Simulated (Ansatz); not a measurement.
## Pt: a changed input and its effect

System: Pt (Fm-3m, 1 atom in the cell).
Method of run A: DFT r2SCAN, scalar-relativistic, plane waves, PAW, no spin polarisation (Ansatz 0.2.0).

The structure derives from an entry of the Crystallography Open Database. Text and figures count atoms from 1; the logs count them from 0 in places.

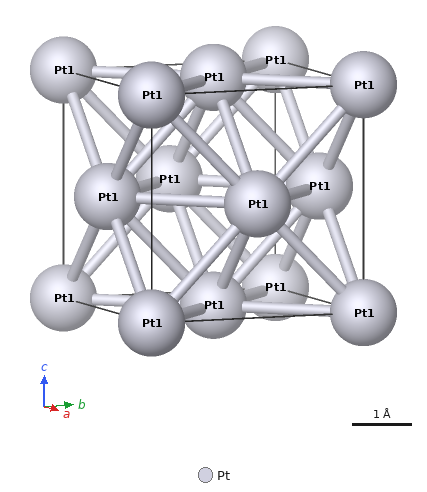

The structure as given in the input (ball-and-stick view of the cell 4 times as large as that of the calculation, set on its symmetry axes, seen slightly off an axis; atoms are numbered from 1 in the order of the input). An atom can appear more than once, as a periodic image. Near neighbours in the periodic cell (some may lie outside the picture): Pt has 12 Pt at 2.77 Å.

Input, run A:
```yaml
crystal:
  lattice:
    - [0.0, 1.9579, 1.9579]
    - [1.9579, 0.0, 1.9579]
    - [1.9579, 1.9579, 0.0]
  atoms:
    - { symbol: Pt, position: [0.0, 0.0, 0.0] }
basis:
  ecutwfc: 500
kpoints:
  mp_grid: { grid: [24, 24, 24] }
hamiltonian:
  xc: r2scan
scf:
  occupations: { method: gaussian, width: 0.15 }
output:
  forces: true
  stress: true
  eigenvalues: true
  write_density: true
  write_potential: true
  elf: true
  volumetric_format: npy
```

Command:
```bash
ansatz run input.yaml --threads 1 --pin off --max-ram 2560MiB --backend cpu --events-out ev --progress --plain --runs-dir out
```

Hardware: 1 thread of Intel Xeon @ 2.50GHz (Skylake/Cascade Lake), 189 GiB of memory available, shared host.

Output, shortened to warnings, some set-up lines, iterations and results (run A):
```
Basis set: ecut = 500 eV, 339 PW (Γ), exchange–correlation on 96×96×96 points (64 copies of the dense FFT grid, shifted against one another)
Symmetry: 48 space group operations
k-points: 413 of 13824
Initial density: superposition of atomic densities (neutral atoms: chi_scale 0, normalization atom), corrected by the library's trained network
[...]
SCF iter   1: F=—  HF=-12536.787569 eV  |F-HF|=—  |Δ(HF+E_count)|=         —  Δρ=1.35e-2  dr2=2.07e-2  dr2_τ=1.19e-2  ethr=1.77e-3  ⟨swp⟩=5.0  Hψ=29315  notcnv=0
SCF iter   2: F=—  HF=-12536.792417 eV  |F-HF|=—  |Δ(HF+E_count)|=   4.85e-3  Δρ=6.58e-3  dr2=4.14e-3  dr2_τ=6.19e-4  ethr=1.15e-4  ⟨swp⟩=1.1  Hψ=8905  notcnv=0
SCF iter   3: F=—  HF=-12536.792755 eV  |F-HF|=—  |Δ(HF+E_count)|=   3.38e-4  Δρ=1.11e-3  dr2=1.09e-4  dr2_τ=7.85e-6  ethr=2.30e-5  ⟨swp⟩=2.1  Hψ=7114  notcnv=0
SCF iter   4: F=—  HF=-12536.792803 eV  |F-HF|=—  |Δ(HF+E_count)|=   4.81e-5  Δρ=1.94e-4  dr2=4.47e-6  dr2_τ=5.36e-7  ethr=6.07e-7  ⟨swp⟩=2.0  Hψ=7354  notcnv=0
SCF iter   5: F=—  HF=-12536.792807 eV  |F-HF|=—  |Δ(HF+E_count)|=   4.01e-6  Δρ=3.51e-5  dr2=8.04e-8  dr2_τ=1.19e-8  ethr=2.48e-8  ⟨swp⟩=2.7  Hψ=9176  notcnv=0
SCF iter   6: F=-12536.792808 eV  HF=-12536.792808 eV  |F-HF|=1.18e-8  |Δ(HF+E_count)|=   9.03e-8  Δρ=1.76e-5  dr2=2.24e-8  dr2_τ=2.02e-9  ethr=4.47e-10  ⟨swp⟩=5.8  Hψ=29534  …
SCF 1 converged in 6 iterations: F = -12536.792808 eV  dr2 = 2.24e-8
SCF converged after 6 iterations
Free energy (F): -12536.792808 eV
Harris-Foulkes:  -12536.792808 eV  (|F-HF|=1.18e-8)
Internal energy: -12536.772084 eV  (E = F + TS)
E sigma→0 (E₀):  -12536.782446 eV
Entropy (-TS):   -0.020723 eV (-20.723 meV/atom)
Fermi energy:    23.267385 eV
--- Per-component energies (eV) ---
  E_band       = -144.918363
  E_kinetic    = 638.616797
  E_local      = -1459.536203  (includes V_loc(G=0)·N_el)
  E_nonlocal   = 202.019880
  E_hartree    = 544.106551
  E_xc         = -250.495563
  E_vxc        = -338.081547  (∫ρ·V_xc dr)
  E_paw        = -9479.932184  (= ΣΔE_a)
  E_vpaw       = -297.741055  (= ΣTr[D̂ρ^β])
  E_aug_tail   = 0.000150  (compensation charges beyond the density's cutoff)
  E_vtau       = 21.585690  (kinetic-family band-sum trace: ∫τ·v_τ [+ j·A + Jᵃ·Aᵃ] dr)
  E_ewald      = -2731.320018
  E_core_change = -0.231494  (= ΣΔE_core)
  E_smearing   = -0.020723  (= −TS)
  E_closure    = 0.000000  (closes the sum)
  Σ components = -12536.792808   (vs F -12536.792808, Δ=0.00e0)
--- Forces (eV/Å), atoms counted from 1 ---
  atom   1  Pt    -0.00000000     0.00000000     0.00000000
  max |Σ_I F_I| component: 9.76e-33 eV/Å
--- Stress (GPa, compression-positive) ---
        5.386563       0.000000       0.000000
        0.000000       5.386563       0.000000
        0.000000      -0.000000       5.386563
  P = ⅓ Tr σ = 5.3866 GPa (53.866 kbar)
```

The input of run B differs as follows (lines with − go, lines with + come):
```diff
-  mp_grid: { grid: [24, 24, 24] }
+  mp_grid: { grid: [20, 20, 20] }
-  write_density: true
-  write_potential: true
-  elf: true
-  volumetric_format: npy
```

How does run B compare with run A?

The free energy of run B is 0.48 meV per atom lower, which measures how much it depends on this numerical setting. The number of SCF iterations is the same. The irreducible k-points go from 413 to 256. On the same kind of shared host run B took about 0.54 times as long.

Output, shortened to warnings, some set-up lines, iterations and results (run B):
```
Basis set: ecut = 500 eV, 339 PW (Γ), exchange–correlation on 96×96×96 points (64 copies of the dense FFT grid, shifted against one another)
Symmetry: 48 space group operations
k-points: 256 of 8000
Initial density: superposition of atomic densities (neutral atoms: chi_scale 0, normalization atom), corrected by the library's trained network
[...]
SCF iter   1: F=—  HF=-12536.788504 eV  |F-HF|=—  |Δ(HF+E_count)|=         —  Δρ=1.38e-2  dr2=2.18e-2  dr2_τ=1.19e-2  ethr=1.77e-3  ⟨swp⟩=5.0  Hψ=18220  notcnv=0
SCF iter   2: F=—  HF=-12536.792914 eV  |F-HF|=—  |Δ(HF+E_count)|=   4.41e-3  Δρ=6.62e-3  dr2=4.28e-3  dr2_τ=6.51e-4  ethr=1.21e-4  ⟨swp⟩=1.1  Hψ=5461  notcnv=0
SCF iter   3: F=—  HF=-12536.793232 eV  |F-HF|=—  |Δ(HF+E_count)|=   3.19e-4  Δρ=1.14e-3  dr2=1.17e-4  dr2_τ=7.98e-6  ethr=2.38e-5  ⟨swp⟩=2.1  Hψ=4388  notcnv=0
SCF iter   4: F=—  HF=-12536.793283 eV  |F-HF|=—  |Δ(HF+E_count)|=   5.06e-5  Δρ=2.04e-4  dr2=5.00e-6  dr2_τ=5.66e-7  ethr=6.49e-7  ⟨swp⟩=2.0  Hψ=4545  notcnv=0
SCF iter   5: F=—  HF=-12536.793287 eV  |F-HF|=—  |Δ(HF+E_count)|=   4.42e-6  Δρ=3.65e-5  dr2=9.22e-8  dr2_τ=1.23e-8  ethr=2.78e-8  ⟨swp⟩=2.8  Hψ=5724  notcnv=0
SCF iter   6: F=-12536.793287 eV  HF=-12536.793287 eV  |F-HF|=1.12e-8  |Δ(HF+E_count)|=   9.15e-8  Δρ=1.82e-5  dr2=2.50e-8  dr2_τ=2.12e-9  ethr=5.12e-10  ⟨swp⟩=2.9  Hψ=11653  …
SCF 1 converged in 6 iterations: F = -12536.793287 eV  dr2 = 2.50e-8
SCF converged after 6 iterations
Free energy (F): -12536.793287 eV
Harris-Foulkes:  -12536.793287 eV  (|F-HF|=1.12e-8)
Internal energy: -12536.775123 eV  (E = F + TS)
E sigma→0 (E₀):  -12536.784205 eV
Entropy (-TS):   -0.018164 eV (-18.164 meV/atom)
Fermi energy:    23.283691 eV
--- Per-component energies (eV) ---
  E_band       = -144.849639
  E_kinetic    = 638.642520
  E_local      = -1459.644857  (includes V_loc(G=0)·N_el)
  E_nonlocal   = 202.037496
  E_hartree    = 544.175168
  E_xc         = -250.494591
  E_vxc        = -338.079760  (∫ρ·V_xc dr)
  E_paw        = -9479.939496  (= ΣΔE_a)
  E_vpaw       = -297.746358  (= ΣTr[D̂ρ^β])
  E_aug_tail   = 0.000150  (compensation charges beyond the density's cutoff)
  E_vtau       = 21.585583  (kinetic-family band-sum trace: ∫τ·v_τ [+ j·A + Jᵃ·Aᵃ] dr)
  E_ewald      = -2731.320018
  E_core_change = -0.231494  (= ΣΔE_core)
  E_smearing   = -0.018164  (= −TS)
  E_closure    = 0.000000  (closes the sum)
  Σ components = -12536.793287   (vs F -12536.793287, Δ=0.00e0)
--- Forces (eV/Å), atoms counted from 1 ---
  atom   1  Pt    -0.00000000     0.00000000     0.00000000
  max |Σ_I F_I| component: 6.16e-33 eV/Å
--- Stress (GPa, compression-positive) ---
        5.384075       0.000000      -0.000000
        0.000000       5.384075      -0.000000
        0.000000       0.000000       5.384075
  P = ⅓ Tr σ = 5.3841 GPa (53.841 kbar)
```

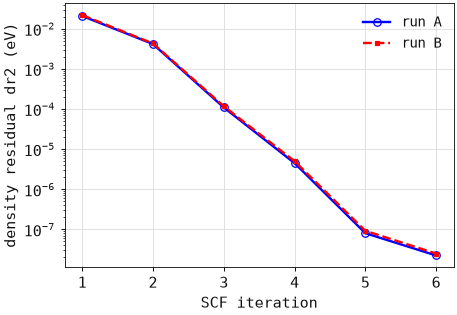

Convergence of the two runs: density residual dr2 against the SCF iteration. Run A takes 6 iterations in all, and run B takes 6.

The two runs side by side:

| quantity | run A | run B |
| --- | --- | --- |
| outcome | converged | converged |
| free energy per atom (eV) | −12536.7928 | −12536.7933 |
| energy per atom, smearing taken to zero (eV) | −12536.7824 | −12536.7842 |
| gap on the mesh (eV) | 0.00 | 0.00 |
| pressure (GPa) | 5.39 | 5.38 |
| largest force (eV/Å) | 0.000 | 0.000 |
| SCF iterations | 6 | 6 |
| irreducible k-points | 413 | 256 |
| plane waves at Γ | 339 | 339 |
| wall time (shared host) | 23 s | 12 s |

For both runs: Spin–orbit coupling is left out, which matters for Pt. The cell is under a pressure of 5.4 GPa at this level, so it is not at its equilibrium volume.
